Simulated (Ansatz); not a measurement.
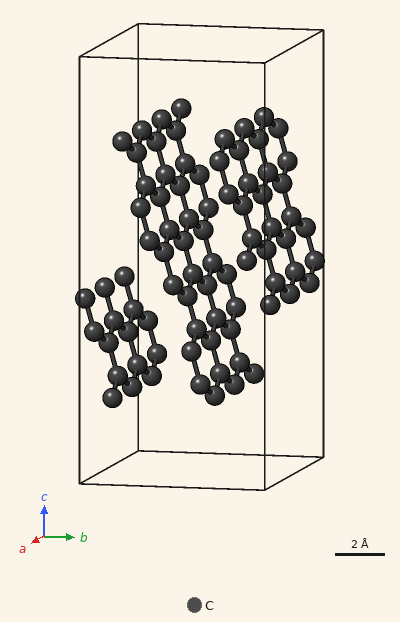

*The starting structure (ball-and-stick view of the 3 × 1 repeat of the cell, with the vacuum cut short, seen slightly off an axis). An atom can appear more than once, as a periodic image.*

## Geometry relaxation, with input and output: C (part 1 of 3)

C (slab, 24 atoms in the cell), computed with DFT PBEsol, scalar-relativistic, plane waves, PAW, no spin polarisation (Ansatz 0.2.0).

The structure derives from a Materials Project entry. It belongs to a series of runs on one base structure; here: (1 1 1) slab, atoms relaxed.

Input:
```yaml
crystal:
  lattice:
    - [2.4587444254, 0.0, 0.0]
    - [-1.2289376231, 7.6288960467, 0.0]
    - [0.0, 0.0, 25.9064941272]
  atoms:
    - { symbol: C, position: [0.6978024571, 0.1460681947, 0.2895027001] }
    - { symbol: C, position: [0.1978373504, 0.646138006, 0.2895086763] }
    - { symbol: C, position: [0.6848237541, 0.6201621047, 0.3158218804] }
    - { symbol: C, position: [0.1847888608, 0.1200922935, 0.3158159042] }
    - { symbol: C, position: [0.1586778608, 0.0681449612, 0.368437784] }
    - { symbol: C, position: [0.6587127541, 0.5682147725, 0.3684437602] }
    - { symbol: C, position: [0.1456991578, 0.5422388712, 0.3947569643] }
    - { symbol: C, position: [0.6456642645, 0.0421690599, 0.3947509881] }
    - { symbol: C, position: [0.6195532646, 0.9902217277, 0.4473728679] }
    - { symbol: C, position: [0.1195881579, 0.490291539, 0.4473788441] }
    - { symbol: C, position: [0.6065745615, 0.4643156377, 0.4736920482] }
    - { symbol: C, position: [0.1065396682, 0.9642458264, 0.473686072] }
    - { symbol: C, position: [0.0804286683, 0.9122984942, 0.5263079518] }
    - { symbol: C, position: [0.5804635616, 0.4123683054, 0.526313928] }
    - { symbol: C, position: [0.0674499652, 0.3863924042, 0.5526271321] }
    - { symbol: C, position: [0.567415072, 0.8863225929, 0.5526211559] }
    - { symbol: C, position: [0.541304072, 0.8343752607, 0.6052430357] }
    - { symbol: C, position: [0.0413389653, 0.3344450719, 0.6052490119] }
    - { symbol: C, position: [0.528325369, 0.3084691707, 0.631562216] }
    - { symbol: C, position: [0.0282904757, 0.8083993594, 0.6315562398] }
    - { symbol: C, position: [0.0021794757, 0.7564520271, 0.6841781196] }
    - { symbol: C, position: [0.502214369, 0.2565218384, 0.6841840958] }
    - { symbol: C, position: [0.9892007727, 0.2305459371, 0.7104972999] }
    - { symbol: C, position: [0.4891658794, 0.7304761259, 0.7104913237] }
basis:
  ecutwfc: 420
kpoints:
  mp_grid: { grid: [14, 5, 1] }
hamiltonian:
  xc: pbesol
scf:
  occupations: { method: gaussian, width: 0.1 }
output:
  forces: true
  eigenvalues: true
  write_density: true
  write_potential: true
  elf: true
  volumetric_format: npy
relax:
  adjacent_minimum: "off"
  f_tol: 0.02
  max_steps: 60
efield:
  axis: 3
  dipole_correction: true
  ramp_width: 0.04
```

Run as:
```bash
ansatz run input.yaml --threads 2 --pin off --max-ram 5120MiB --backend cpu --events-out ev --progress --plain --runs-dir out
```

Output:
```
Engine: ansatz 0.2.0, x86_64-unknown-linux-gnu
Pseudopotentials: kind: paw
Pseudopotential: C, paw, valence charge 4, recommended cutoff 420 eV (normal), C.paw.azcp
Functional definition: PBEsol
  exchange = pbesol_x
  correlation = pbesol_c
Crystal: 24 atoms, lattice volume = 485.941 Å³
Basis set: ecut = 420 eV, 9439 PW (Γ), exchange–correlation on 36×108×360 points (8 copies of the dense FFT grid, shifted against one another)
Bands: 72, of which v1, the nominal top of the filled ones, is band 48 counted from 1 (47 counted from 0)
Symmetry: 1 space group operations
k-points: 36 of 70 (time reversal used)
Non-local potential: C, projectors of the file, l = 0: 2, l = 1: 2, l = 2: 1
PAW form: soft (Blöchl's): semilocal exchange-correlation on the pseudo side does not see the compensation charge
PAW frozen core: C, regenerated for the run's functional, and the local potential with it (the file was generated under x = pbe(κ = 0.804, μ = 0.2195149727645171), c = pbe(β = 0.06672455060314922))
PAW one-centre angular grid: C, 110 points (default); XC on 64 Gauss nodes
Initial density: superposition of atomic densities (neutral atoms: chi_scale 0, normalization atom), corrected by the library's trained network
Initial wavefunctions: pseudopotential atomic-orbital guess
Functional: x = pbesol(κ = 0.804, μ = 0.12345679012345678), c = pbesol(β = 0.046)
SCF iter   1: F=—  HF=-5906.752456 eV  |F-HF|=—  |Δ(HF+E_count)|=         —  Δρ=1.65e-2  dr2=9.28e-1  ethr=1.77e-3  p=-0.000 e·Å  D=-1.92e-11 V/Å  ΔV_dip=0.00 eV  dr2_dipole=1.09e-6  V_vac-E_F(+/−)=7.48/7.48 eV  ⟨swp⟩=12.8  Hψ=17504  notcnv=0  defer=357
efield: sawtooth ramp at fractional position 0.9800 (placed from the atoms, in the widest stretch of the axis that holds none; the zero of the levels goes with the place), width 0.0400; the density the first Hamiltonian is built on has a dipole p = -0.000 e·Å; the dipole correction subtracts the counter field D = -1.92e-11 V/Å, which shifts the + side's vacuum level by +0.00 eV against the − side's; the planar-averaged density in the ramp window peaks in size at 1.3e-4 e/Å³
preconditioner: auto → LDOS  [metal: Δε(μ)=0.006 eV  Ē_g=14.185 eV  σ=0.100 eV  W_gap=0.03  n_scr=68 (ndim 8)  ℏωp=16.5 eV  f_vac=0.471  D(μ)=14.61/eV (n_scr^D=78)  β→1.0]
SCF iter   2: F=—  HF=-5906.637959 eV  |F-HF|=—  |Δ(HF+E_count)|=   1.14e-1  Δρ=9.85e-3  dr2=9.68e-1  ethr=9.66e-4  p=0.000 e·Å  D=2.19e-5 V/Å  ΔV_dip=-0.00 eV  dr2_dipole=2.44e-4  V_vac-E_F(+/−)=7.05/7.05 eV  ⟨swp⟩=2.2  Hψ=4417  notcnv=0  defer=629
SCF iter   3: F=—  HF=-5906.555207 eV  |F-HF|=—  |Δ(HF+E_count)|=   8.28e-2  Δρ=6.76e-3  dr2=3.98e-1  ethr=9.66e-4  p=0.000 e·Å  D=7.05e-5 V/Å  ΔV_dip=-0.00 eV  dr2_dipole=1.75e-6  V_vac-E_F(+/−)=6.92/6.92 eV  ⟨swp⟩=2.9  Hψ=3379  notcnv=0  defer=629
SCF iter   4: F=—  HF=-5906.539293 eV  |F-HF|=—  |Δ(HF+E_count)|=   1.59e-2  Δρ=4.01e-3  dr2=1.52e-1  ethr=4.15e-4  p=0.000 e·Å  D=7.03e-5 V/Å  ΔV_dip=-0.00 eV  dr2_dipole=3.37e-4  V_vac-E_F(+/−)=6.64/6.64 eV  ⟨swp⟩=2.5  Hψ=3161  notcnv=0  defer=629
SCF iter   5: F=—  HF=-5906.524799 eV  |F-HF|=—  |Δ(HF+E_count)|=   1.45e-2  Δρ=1.92e-3  dr2=3.30e-2  ethr=1.58e-4  p=0.000 e·Å  D=4.92e-5 V/Å  ΔV_dip=-0.00 eV  dr2_dipole=2.70e-5  V_vac-E_F(+/−)=6.53/6.53 eV  ⟨swp⟩=2.3  Hψ=4045  notcnv=0  defer=557
SCF iter   6: F=—  HF=-5906.520252 eV  |F-HF|=—  |Δ(HF+E_count)|=   4.55e-3  Δρ=8.80e-4  dr2=1.00e-2  ethr=3.44e-5  p=0.000 e·Å  D=2.42e-5 V/Å  ΔV_dip=-0.00 eV  dr2_dipole=9.15e-6  V_vac-E_F(+/−)=6.54/6.54 eV  ⟨swp⟩=2.4  Hψ=3527  notcnv=0  defer=551
SCF iter   7: F=—  HF=-5906.519128 eV  |F-HF|=—  |Δ(HF+E_count)|=   1.12e-3  Δρ=3.08e-4  dr2=1.49e-3  ethr=1.05e-5  p=-0.000 e·Å  D=-4.52e-6 V/Å  ΔV_dip=0.00 eV  dr2_dipole=3.28e-6  V_vac-E_F(+/−)=6.57/6.57 eV  ⟨swp⟩=2.9  Hψ=3280  notcnv=0  defer=551
SCF iter   8: F=—  HF=-5906.519143 eV  |F-HF|=—  |Δ(HF+E_count)|=   1.44e-5  Δρ=1.81e-4  dr2=4.11e-4  ethr=1.55e-6  p=-0.000 e·Å  D=-7.71e-6 V/Å  ΔV_dip=0.00 eV  dr2_dipole=2.11e-5  V_vac-E_F(+/−)=6.63/6.63 eV  ⟨swp⟩=2.9  Hψ=3693  notcnv=0  defer=552
SCF iter   9: F=—  HF=-5906.519100 eV  |F-HF|=—  |Δ(HF+E_count)|=   4.28e-5  Δρ=5.82e-5  dr2=1.86e-5  ethr=4.28e-7  p=-0.000 e·Å  D=-3.96e-6 V/Å  ΔV_dip=0.00 eV  dr2_dipole=9.39e-7  V_vac-E_F(+/−)=6.65/6.65 eV  ⟨swp⟩=2.9  Hψ=3436  notcnv=0  defer=553
iter 10 did not close the SCF: its close was put off until two iterations running show no level that it waits for move by more than its bar (scf_convergence_deferred on its scf_iter line)
SCF iter  10: F=-5906.519108 eV  HF=-5906.519105 eV  |F-HF|=2.85e-6  |Δ(HF+E_count)|=   5.34e-6  Δρ=2.18e-5  dr2=2.67e-6  ethr=1.04e-8  p=-0.000 e·Å  D=-3.65e-6 V/Å  ΔV_dip=0.00 eV  dr2_dipole=2.59e-7  V_vac-E_F(+/−)=6.65/6.65 eV  ⟨swp⟩=39.2  Hψ=31754  notcnv=0
iter 11 did not close the SCF: its close was put off until two iterations running show no level that it waits for move by more than its bar (scf_convergence_deferred on its scf_iter line)
SCF iter  11: F=-5906.519110 eV  HF=-5906.519108 eV  |F-HF|=1.80e-6  |Δ(HF+E_count)|=   2.56e-6  Δρ=8.15e-6  dr2=4.56e-7  ethr=2.78e-9  p=-0.000 e·Å  D=-3.07e-6 V/Å  ΔV_dip=0.00 eV  dr2_dipole=1.69e-9  V_vac-E_F(+/−)=6.65/6.65 eV  ⟨swp⟩=15.2  Hψ=20209  notcnv=0
SCF iter  12: F=-5906.519110 eV  HF=-5906.519109 eV  |F-HF|=3.85e-7  |Δ(HF+E_count)|=   1.55e-6  Δρ=4.06e-6  dr2=1.30e-7  ethr=4.75e-10  p=-0.000 e·Å  D=-1.76e-6 V/Å  ΔV_dip=0.00 eV  dr2_dipole=3.89e-9  V_vac-E_F(+/−)=6.65/6.65 eV  ⟨swp⟩=15.2  Hψ=19534  notcnv=0
SCF 1 converged in 12 iterations: F = -5906.519110 eV  dr2 = 1.30e-7
  greatest PAW one-centre occupation: 0.697 electrons in one spin orbital (limit 2), on the C atom at site 0 (counted from 0), in its partial waves of l = 0
relax step   1: F+E_penalty+E_count = -5906.51910985 eV  Δ(F+E_penalty+E_count) = +0.000e0 eV  max|allowed force component| = 2.693e0 eV/Å  Δτ_max = 0.0000 Å  (12 SCF iters, dr2 threshold 1.00e-5 eV, accepted)
Initial density: handed on by an earlier stage of this run
Initial wavefunctions: those handed on with the density
iter 1 solved again at ethr=7.92e-5 eV; its pass at ethr=3.10e-3 eV (dr2=7.61e-2 eV) is discarded
SCF iter   1: F=—  HF=-5906.792269 eV  |F-HF|=—  |Δ(HF+E_count)|=         —  Δρ=3.59e-3  dr2=7.81e-2  ethr=7.92e-5  p=-0.000 e·Å  D=-1.76e-6 V/Å  ΔV_dip=0.00 eV  dr2_dipole=1.46e-8  V_vac-E_F(+/−)=6.58/6.58 eV  ⟨swp⟩=2.1  Hψ=7316  notcnv=0  defer=604
efield: sawtooth ramp at fractional position 0.9800 (handed on by an earlier solve), width 0.0400; the density the first Hamiltonian is built on has a dipole p = -0.000 e·Å; the dipole correction subtracts the counter field D = -1.76e-6 V/Å, which shifts the + side's vacuum level by +0.00 eV against the − side's; the planar-averaged density in the ramp window peaks in size at 9.2e-8 e/Å³
preconditioner: auto → LDOS  [metal: Δε(μ)=0.000 eV  Ē_g=14.187 eV  σ=0.100 eV  W_gap=0.00  n_scr=68 (ndim 8)  ℏωp=16.5 eV  f_vac=0.477  D(μ)=15.49/eV (n_scr^D=86)  β→1.0]
SCF iter   2: F=—  HF=-5906.777566 eV  |F-HF|=—  |Δ(HF+E_count)|=   1.47e-2  Δρ=2.00e-3  dr2=1.56e-2  ethr=7.92e-5  p=-0.000 e·Å  D=-1.19e-5 V/Å  ΔV_dip=0.00 eV  dr2_dipole=5.48e-5  V_vac-E_F(+/−)=6.50/6.50 eV  ⟨swp⟩=2.0  Hψ=3311  notcnv=0  defer=604
SCF iter   3: F=—  HF=-5906.774076 eV  |F-HF|=—  |Δ(HF+E_count)|=   3.49e-3  Δρ=7.03e-4  dr2=2.42e-3  ethr=1.63e-5  p=-0.000 e·Å  D=-2.61e-5 V/Å  ΔV_dip=0.00 eV  dr2_dipole=3.80e-9  V_vac-E_F(+/−)=6.49/6.49 eV  ⟨swp⟩=2.0  Hψ=3549  notcnv=0  defer=604
SCF iter   4: F=—  HF=-5906.773883 eV  |F-HF|=—  |Δ(HF+E_count)|=   1.93e-4  Δρ=3.55e-4  dr2=7.52e-4  ethr=2.52e-6  p=-0.000 e·Å  D=-2.55e-5 V/Å  ΔV_dip=0.00 eV  dr2_dipole=9.06e-6  V_vac-E_F(+/−)=6.47/6.47 eV  ⟨swp⟩=3.0  Hψ=3532  notcnv=0  defer=604
SCF iter   5: F=—  HF=-5906.773832 eV  |F-HF|=—  |Δ(HF+E_count)|=   5.12e-5  Δρ=2.08e-4  dr2=2.93e-4  ethr=7.83e-7  p=-0.000 e·Å  D=-1.87e-5 V/Å  ΔV_dip=0.00 eV  dr2_dipole=2.06e-7  V_vac-E_F(+/−)=6.45/6.45 eV  ⟨swp⟩=2.8  Hψ=3526  notcnv=0  defer=604
SCF iter   6: F=—  HF=-5906.773830 eV  |F-HF|=—  |Δ(HF+E_count)|=   1.52e-6  Δρ=1.04e-4  dr2=7.63e-5  ethr=1.04e-7  p=-0.000 e·Å  D=-1.24e-5 V/Å  ΔV_dip=0.00 eV  dr2_dipole=3.06e-7  V_vac-E_F(+/−)=6.44/6.44 eV  ⟨swp⟩=28.3  Hψ=29710  notcnv=0
SCF iter   7: F=-5906.773821 eV  HF=-5906.773826 eV  |F-HF|=4.47e-6  |Δ(HF+E_count)|=   4.39e-6  Δρ=3.46e-5  dr2=1.16e-5  ethr=7.95e-8  p=-0.000 e·Å  D=-7.61e-6 V/Å  ΔV_dip=0.00 eV  dr2_dipole=9.75e-8  V_vac-E_F(+/−)=6.43/6.43 eV  ⟨swp⟩=18.4  Hψ=23288  notcnv=0
SCF 2 converged in 7 iterations: F = -5906.773821 eV  dr2 = 1.16e-5
[... from here on the iterations of each SCF are left out, up to the last one ...]
relax step   2: F+E_penalty+E_count = -5906.77382120 eV  Δ(F+E_penalty+E_count) = -2.547e-1 eV  max|allowed force component| = 1.793e0 eV/Å  Δτ_max = 0.0191 Å  (7 SCF iters, dr2 threshold 1.00e-4 eV, accepted)
efield: sawtooth ramp at fractional position 0.9800 (handed on by an earlier solve), width 0.0400; the density the first Hamiltonian is built on has a dipole p = -0.000 e·Å; the dipole correction subtracts the counter field D = -7.61e-6 V/Å, which shifts the + side's vacuum level by +0.00 eV against the − side's; the planar-averaged density in the ramp window peaks in size at 3.2e-7 e/Å³
preconditioner: auto → LDOS  [metal: Δε(μ)=0.006 eV  Ē_g=14.217 eV  σ=0.100 eV  W_gap=0.04  n_scr=68 (ndim 8)  ℏωp=16.5 eV  f_vac=0.477  D(μ)=10.61/eV (n_scr^D=64)  β→1.0]
SCF 3 converged in 8 iterations: F = -5906.969944 eV  dr2 = 5.24e-5
relax step   3: F+E_penalty+E_count = -5906.96994411 eV  Δ(F+E_penalty+E_count) = -1.961e-1 eV  max|allowed force component| = 3.739e-1 eV/Å  Δτ_max = 0.0486 Å  (8 SCF iters, dr2 threshold 1.00e-4 eV, accepted)
efield: sawtooth ramp at fractional position 0.9800 (handed on by an earlier solve), width 0.0400; the density the first Hamiltonian is built on has a dipole p = 0.000 e·Å; the dipole correction subtracts the counter field D = 8.29e-6 V/Å, which shifts the + side's vacuum level by -0.00 eV against the − side's; the planar-averaged density in the ramp window peaks in size at 6.0e-7 e/Å³
preconditioner: auto → LDOS  [metal: Δε(μ)=0.014 eV  Ē_g=14.183 eV  σ=0.100 eV  W_gap=0.08  n_scr=68 (ndim 8)  ℏωp=16.5 eV  f_vac=0.480  D(μ)=10.84/eV (n_scr^D=64)  β→1.0]
SCF 4 converged in 4 iterations: F = -5906.970691 eV  dr2 = 7.63e-6
relax step   4: F+E_penalty+E_count = -5906.97069051 eV  Δ(F+E_penalty+E_count) = -7.464e-4 eV  max|allowed force component| = 3.662e-1 eV/Å  Δτ_max = 0.0021 Å  (4 SCF iters, dr2 threshold 8.74e-6 eV, accepted)
efield: sawtooth ramp at fractional position 0.9800 (handed on by an earlier solve), width 0.0400; the density the first Hamiltonian is built on has a dipole p = 0.000 e·Å; the dipole correction subtracts the counter field D = 6.12e-6 V/Å, which shifts the + side's vacuum level by -0.00 eV against the − side's; the planar-averaged density in the ramp window peaks in size at 5.5e-7 e/Å³
preconditioner: auto → LDOS  [metal: Δε(μ)=0.015 eV  Ē_g=14.256 eV  σ=0.100 eV  W_gap=0.08  n_scr=68 (ndim 8)  ℏωp=16.5 eV  f_vac=0.482  D(μ)=11.46/eV (n_scr^D=68)  β→1.0]
SCF 5 converged in 8 iterations: F = -5906.976112 eV  dr2 = 7.31e-6
```
